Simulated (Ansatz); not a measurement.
## B$_{3}$As: geometry relaxation (part 1 of 3)

The run: geometry relaxation of B$_{3}$As (4 atoms in the cell). Method and program: DFT r2SCAN, scalar-relativistic, plane waves, PAW, no spin polarisation (Ansatz 0.2.0).

The structure was built on a prototype by a generator; it need not be a known phase. It belongs to a series of runs on one base structure; here: TiAl3 (D0_22) type (I4/mmm, No. 139). Figures and captions count atoms from 1; the log counts them from 0 in places.

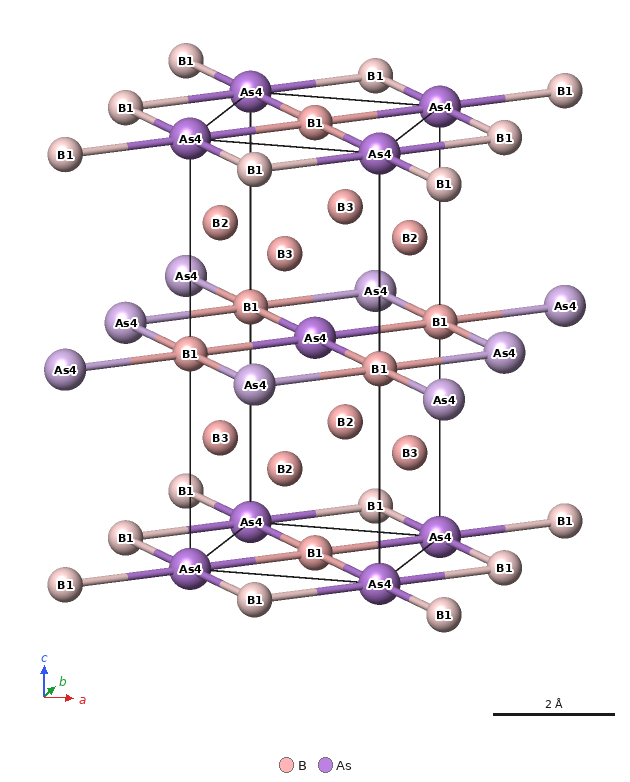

The starting structure (ball-and-stick view of the cell 2 times as large as that of the calculation, set on its symmetry axes, seen slightly off an axis; neighbours outside the cell are drawn fainter; atoms are numbered from 1 in the order of the input).

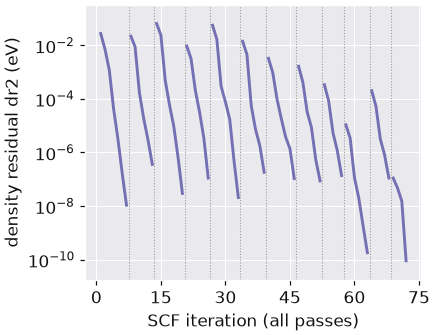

Convergence of the self-consistent field: density residual dr2 against the SCF iteration. The dotted lines part the SCF passes of the relaxation: geometry steps, rejected trials and re-solves on a re-selected basis. The 12 passes take 4 to 7 iterations each, 72 in all.

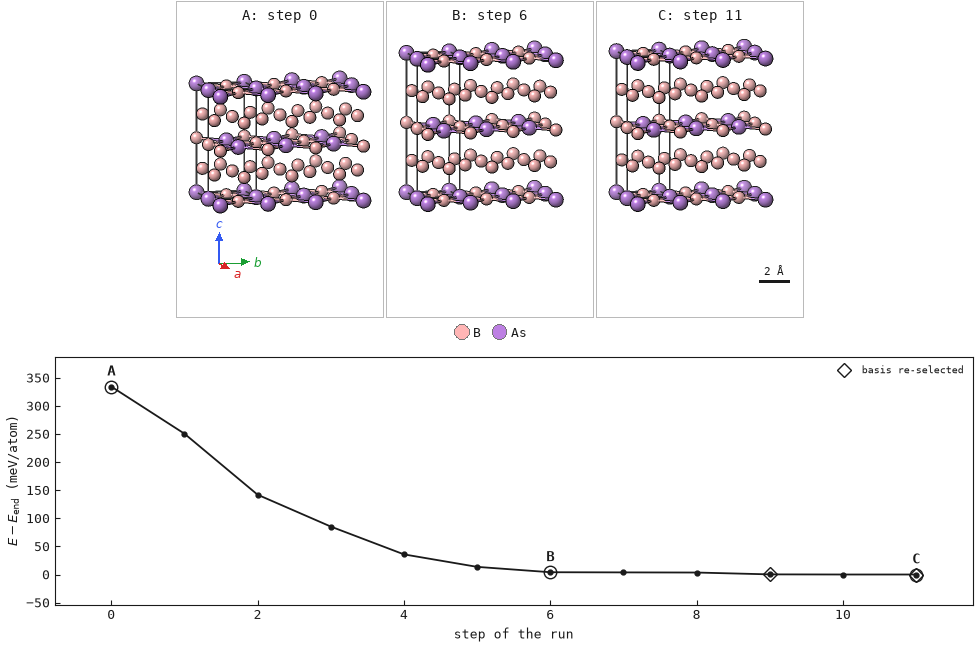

Frames of the relaxation (ball-and-stick view of the cell 2 times as large as that of the calculation, set on its symmetry axes, repeated 2 × 3 × 1, seen slightly off an axis) above the curves, on which the letters mark them (the first geometry is step 0 here and step 1 in the log).

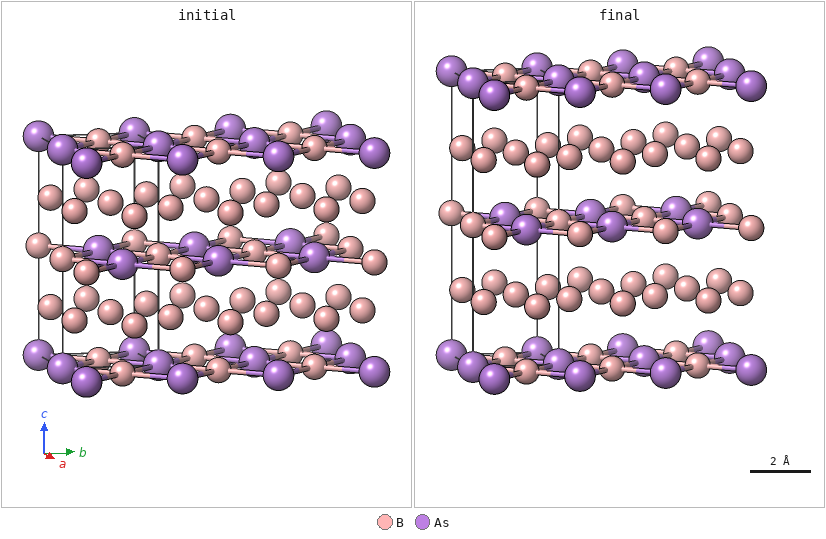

Before (left) and after (right) the relaxation, at one scale (ball-and-stick view of the cell 2 times as large as that of the calculation, set on its symmetry axes, repeated 2 × 3 × 1, seen slightly off an axis). No atom moves by more than 0.005 Å relative to the cell. Cell: a = b 3.307 → 2.950 Å (−10.8 %), c 7.387 → 9.584 Å (+29.7 %). Volume +3.3 %. Distances before and after: B1–As4 2.338 → 2.086 Å. The space group stays I4/mmm (No. 139). Over 9 geometry steps the energy falls by 334 meV per atom. All forces vanish by symmetry, so only the cell relaxes. Pressure: −6.06 GPa at the start and 0.28 GPa at the end. 1 further SCF at an unchanged geometry re-selected the plane-wave basis for the new cell. The energy change given includes the shifts at the re-selections in mid-walk, which come without any move. A last SCF at the same geometry on a re-selected plane-wave basis shifts the energy by next to nothing (0.0 meV per atom). (Atoms are counted from 1 in the order of the input.)

The input and output of the run follow.

### Input
```yaml
crystal:
  lattice:
    - [-1.6535047023, 1.6535047023, 3.6935429713]
    - [1.6535047023, -1.6535047023, 3.6935429713]
    - [1.6535047023, 1.6535047023, -3.6935429713]
  atoms:
    - { symbol: B, position: [0.5, 0.5, 0.0] }
    - { symbol: B, position: [0.25, 0.75, 0.5] }
    - { symbol: B, position: [0.75, 0.25, 0.5] }
    - { symbol: As, position: [0.0, 0.0, 0.0] }
basis:
  ecutwfc: 500
kpoints:
  mp_grid: { grid: [8, 8, 8] }
hamiltonian:
  xc: r2scan
scf:
  occupations: { method: gaussian, width: 0.1 }
  lower_state_search: "off"
output:
  forces: true
  stress: true
  eigenvalues: true
relax:
  adjacent_minimum: "off"
  f_tol: 0.04
  max_steps: 70
  cell: { stress_tol: 0.4 }
```

Launch command:
```bash
ansatz run input.yaml --threads 1 --pin off --max-ram 2560MiB --backend cpu --events-out ev --progress --plain --runs-dir out
```

### Output
```
Engine: ansatz 0.2.0, aarch64-unknown-linux-gnu
Pseudopotentials: kind: paw
Pseudopotential: B, paw, valence charge 3, recommended cutoff 500 eV (meta_gga), B.paw.azcp
Pseudopotential: As, paw, valence charge 15, recommended cutoff 500 eV (meta_gga), As.paw.azcp
Functional definition: r2SCAN
  parameter k0 = 0.174
  parameter k1 = 0.065
  parameter a1 = 4.9479
  exchange = r2scan_x(k0 = k0, k1 = k1, a1 = a1)
  correlation = r2scan_c
Crystal: 4 atoms, lattice volume = 40.394 Å³
Basis set: ecut = 500 eV, 1009 PW (Γ), exchange–correlation on 128×128×128 points (64 copies of the dense FFT grid, shifted against one another)
Bands: 16, of which v1, the nominal top of the filled ones, is band 12 counted from 1 (11 counted from 0)
Symmetry: 16 space group operations
Space group: I4/mmm (ITA 139), of the structure as read, at distance tolerance 3.4e-5 Å
k-points: 59 of 512
Non-local potential: B, projectors of the file, l = 0: 2, l = 1: 2, l = 2: 1
Non-local potential: As, projectors of the file, l = 0: 2, l = 1: 2, l = 2: 3, l = 3: 1
PAW form: soft (Blöchl's): semilocal exchange-correlation on the pseudo side does not see the compensation charge
PAW frozen core: B, regenerated for the run's functional (the file was generated under x = pbe(κ = 0.804, μ = 0.2195149727645171), c = pbe(β = 0.06672455060314922))
PAW frozen core: As, regenerated for the run's functional (the file was generated under x = pbe(κ = 0.804, μ = 0.2195149727645171), c = pbe(β = 0.06672455060314922))
PAW one-centre angular grid: B, 302 points (default); XC on 160 Gauss nodes
PAW one-centre angular grid: As, 590 points (default); XC on 160 Gauss nodes
Initial density: superposition of atomic densities (neutral atoms: chi_scale 0, normalization atom), corrected by the library's trained network
Initial wavefunctions: pseudopotential atomic-orbital guess
Functional: x = r2scan, c = r2scan; τ floored in thin density (d = 2e-4 eV/Å³)
SCF iter   1: F=-5325.762227 eV  HF=-5325.736582 eV  |F-HF|=2.56e-2  |Δ(HF+E_count)|=         —  Δρ=7.29e-3  dr2=2.78e-2  dr2_τ=5.88e-2  ethr=1.77e-3  ⟨swp⟩=5.1  Hψ=4801  notcnv=0
preconditioner: auto → Kerker (q_TF=auto, 2.502 Å⁻¹)  [metal: Δε(μ)=0.021 eV  Ē_g=9.544 eV  σ=0.100 eV  W_gap=0.12  n_scr=10 (ndim 8)  ℏωp=21.9 eV  f_vac=0.000  D(μ)=1.84/eV (n_scr^D=14)]
SCF iter   2: F=-5325.780658 eV  HF=-5325.782637 eV  |F-HF|=1.98e-3  |Δ(HF+E_count)|=   4.61e-2  Δρ=4.27e-3  dr2=7.20e-3  dr2_τ=7.40e-5  ethr=1.16e-4  ⟨swp⟩=2.0  Hψ=2584  notcnv=0  defer=12
SCF iter   3: F=-5325.782464 eV  HF=-5325.782629 eV  |F-HF|=1.65e-4  |Δ(HF+E_count)|=   7.55e-6  Δρ=1.81e-3  dr2=1.19e-3  dr2_τ=9.70e-6  ethr=3.00e-5  ⟨swp⟩=2.3  Hψ=1514  notcnv=0  defer=12
SCF iter   4: F=-5325.782822 eV  HF=-5325.782790 eV  |F-HF|=3.28e-5  |Δ(HF+E_count)|=   1.60e-4  Δρ=3.71e-4  dr2=4.25e-5  dr2_τ=4.85e-7  ethr=4.96e-6  ⟨swp⟩=2.0  Hψ=1561  notcnv=0  defer=12
SCF iter   5: F=-5325.782834 eV  HF=-5325.782829 eV  |F-HF|=5.30e-6  |Δ(HF+E_count)|=   3.92e-5  Δρ=1.02e-4  dr2=3.24e-6  dr2_τ=5.06e-8  ethr=1.77e-7  ⟨swp⟩=2.6  Hψ=1604  notcnv=0  defer=12
SCF iter   6: F=-5325.782836 eV  HF=-5325.782836 eV  |F-HF|=2.39e-7  |Δ(HF+E_count)|=   7.19e-6  Δρ=2.45e-5  dr2=1.67e-7  dr2_τ=2.62e-9  ethr=1.35e-8  ⟨swp⟩=2.0  Hψ=1531  notcnv=0  defer=12
SCF iter   7: F=-5325.782836 eV  HF=-5325.782836 eV  |F-HF|=1.85e-8  |Δ(HF+E_count)|=   2.90e-7  Δρ=5.80e-6  dr2=1.08e-8  dr2_τ=1.30e-10  ethr=4.17e-10  ⟨swp⟩=5.5  Hψ=4059  notcnv=0
SCF 1 converged in 7 iterations: F = -5325.782836 eV  dr2 = 1.08e-8
  greatest PAW one-centre occupation: 0.999 electrons in one spin orbital (limit 2), on the As atom at site 3 (counted from 0), in its partial waves of l = 2
relax step   1: F+E_penalty+E_count = -5325.78283627 eV  Δ(F+E_penalty+E_count) = +0.000e0 eV  max|allowed force component| = 1.388e-17 eV/Å  Δτ_max = 0.0000 Å  P = -6.063 GPa  Ω = 40.394 Å³  (7 SCF iters, dr2 threshold 1.00e-7 eV, accepted)
Crystal: 4 atoms, lattice volume = 39.019 Å³
Basis set: ecut = 500 eV, 981 PW (Γ), exchange–correlation on 128×128×128 points (64 copies of the dense FFT grid, shifted against one another)
Initial density: handed on by an earlier stage of this run
Initial wavefunctions: those handed on with the density
iter 1 solved again at ethr=9.11e-5 eV; its pass at ethr=3.10e-3 eV (dr2=2.19e-2 eV) is discarded
SCF iter   1: F=-5326.113910 eV  HF=-5326.108275 eV  |F-HF|=5.64e-3  |Δ(HF+E_count)|=         —  Δρ=8.41e-3  dr2=2.23e-2  dr2_τ=6.11e-3  ethr=9.11e-5  ⟨swp⟩=1.0  Hψ=6671  notcnv=0
preconditioner: auto → Kerker (q_TF=auto, 2.516 Å⁻¹)  [metal: Δε(μ)=0.038 eV  Ē_g=9.713 eV  σ=0.100 eV  W_gap=0.21  n_scr=10 (ndim 8)  ℏωp=22.2 eV  f_vac=0.000  D(μ)=1.97/eV (n_scr^D=14)]
SCF iter   2: F=-5326.117287 eV  HF=-5326.118024 eV  |F-HF|=7.37e-4  |Δ(HF+E_count)|=   9.75e-3  Δρ=5.42e-3  dr2=8.78e-3  dr2_τ=2.01e-5  ethr=9.11e-5  ⟨swp⟩=2.4  Hψ=1532  notcnv=0
SCF iter   3: F=-5326.118055 eV  HF=-5326.118068 eV  |F-HF|=1.27e-5  |Δ(HF+E_count)|=   4.37e-5  Δρ=6.60e-4  dr2=1.70e-4  dr2_τ=2.87e-6  ethr=3.66e-5  ⟨swp⟩=2.5  Hψ=1537  notcnv=0
SCF iter   4: F=-5326.118105 eV  HF=-5326.118113 eV  |F-HF|=7.93e-6  |Δ(HF+E_count)|=   4.53e-5  Δρ=2.24e-4  dr2=1.85e-5  dr2_τ=7.47e-7  ethr=7.07e-7  ⟨swp⟩=2.0  Hψ=1633  notcnv=0
SCF iter   5: F=-5326.118119 eV  HF=-5326.118116 eV  |F-HF|=3.25e-6  |Δ(HF+E_count)|=   2.91e-6  Δρ=1.01e-4  dr2=2.91e-6  dr2_τ=5.20e-8  ethr=7.72e-8  ⟨swp⟩=2.0  Hψ=1649  notcnv=0
SCF iter   6: F=-5326.118120 eV  HF=-5326.118120 eV  |F-HF|=3.25e-7  |Δ(HF+E_count)|=   3.79e-6  Δρ=3.35e-5  dr2=3.61e-7  dr2_τ=1.34e-8  ethr=1.67e-9  ⟨swp⟩=2.7  Hψ=3672  notcnv=0
SCF 2 converged in 6 iterations: F = -5326.118120 eV  dr2 = 3.61e-7
relax step   2: F+E_penalty+E_count = -5326.11811992 eV  Δ(F+E_penalty+E_count) = -3.353e-1 eV  max|allowed force component| = 5.204e-18 eV/Å  Δτ_max = 0.0000 Å  P = -4.111 GPa  Ω = 39.019 Å³  energy of the carried Pulay correction = +2.263e-4 eV  (6 SCF iters, dr2 threshold 4.00e-7 eV, accepted)
Crystal: 4 atoms, lattice volume = 37.049 Å³
Basis set: ecut = 500 eV, 971 PW (Γ), exchange–correlation on 128×128×128 points (64 copies of the dense FFT grid, shifted against one another)
iter 1 solved again at ethr=2.67e-4 eV; its pass at ethr=3.10e-3 eV (dr2=6.41e-2 eV) is discarded
SCF iter   1: F=-5326.537801 eV  HF=-5326.540046 eV  |F-HF|=2.25e-3  |Δ(HF+E_count)|=         —  Δρ=1.39e-2  dr2=6.54e-2  dr2_τ=1.66e-2  ethr=2.67e-4  ⟨swp⟩=1.0  Hψ=6781  notcnv=0
preconditioner: auto → Kerker (q_TF=auto, 2.538 Å⁻¹)  [metal: Δε(μ)=0.043 eV  Ē_g=10.114 eV  σ=0.100 eV  W_gap=0.24  n_scr=10 (ndim 8)  ℏωp=22.8 eV  f_vac=0.000  D(μ)=1.52/eV (n_scr^D=10)]
SCF iter   2: F=-5326.549382 eV  HF=-5326.554838 eV  |F-HF|=5.46e-3  |Δ(HF+E_count)|=   1.48e-2  Δρ=8.66e-3  dr2=2.37e-2  dr2_τ=6.60e-5  ethr=2.67e-4  ⟨swp⟩=2.4  Hψ=1728  notcnv=0
SCF iter   3: F=-5326.552315 eV  HF=-5326.552359 eV  |F-HF|=4.39e-5  |Δ(HF+E_count)|=   2.48e-3  Δρ=1.18e-3  dr2=4.99e-4  dr2_τ=1.07e-5  ethr=9.90e-5  ⟨swp⟩=2.3  Hψ=1634  notcnv=0
SCF iter   4: F=-5326.552377 eV  HF=-5326.552471 eV  |F-HF|=9.46e-5  |Δ(HF+E_count)|=   1.13e-4  Δρ=3.79e-4  dr2=5.95e-5  dr2_τ=1.74e-6  ethr=2.08e-6  ⟨swp⟩=2.0  Hψ=1879  notcnv=0
SCF iter   5: F=-5326.552445 eV  HF=-5326.552438 eV  |F-HF|=7.29e-6  |Δ(HF+E_count)|=   3.37e-5  Δρ=1.77e-4  dr2=9.31e-6  dr2_τ=1.57e-7  ethr=2.48e-7  ⟨swp⟩=2.0  Hψ=1637  notcnv=0
SCF iter   6: F=-5326.552447 eV  HF=-5326.552446 eV  |F-HF|=4.76e-7  |Δ(HF+E_count)|=   8.67e-6  Δρ=4.81e-5  dr2=6.31e-7  dr2_τ=2.85e-8  ethr=3.88e-8  ⟨swp⟩=2.0  Hψ=1356  notcnv=0
SCF iter   7: F=-5326.552447 eV  HF=-5326.552447 eV  |F-HF|=4.70e-8  |Δ(HF+E_count)|=   6.92e-7  Δρ=1.15e-5  dr2=2.95e-8  dr2_τ=5.14e-10  ethr=1.67e-9  ⟨swp⟩=5.1  Hψ=4444  notcnv=0
SCF 3 converged in 7 iterations: F = -5326.552447 eV  dr2 = 2.95e-8
relax step   3: F+E_penalty+E_count = -5326.55244709 eV  Δ(F+E_penalty+E_count) = -4.343e-1 eV  max|allowed force component| = 1.648e-17 eV/Å  Δτ_max = 0.0000 Å  P = +3.633 GPa  Ω = 37.049 Å³  energy of the carried Pulay correction = +5.742e-4 eV  (7 SCF iters, dr2 threshold 4.00e-7 eV, accepted)
Crystal: 4 atoms, lattice volume = 37.726 Å³
iter 1 solved again at ethr=3.81e-5 eV; its pass at ethr=3.10e-3 eV (dr2=9.15e-3 eV) is discarded
```
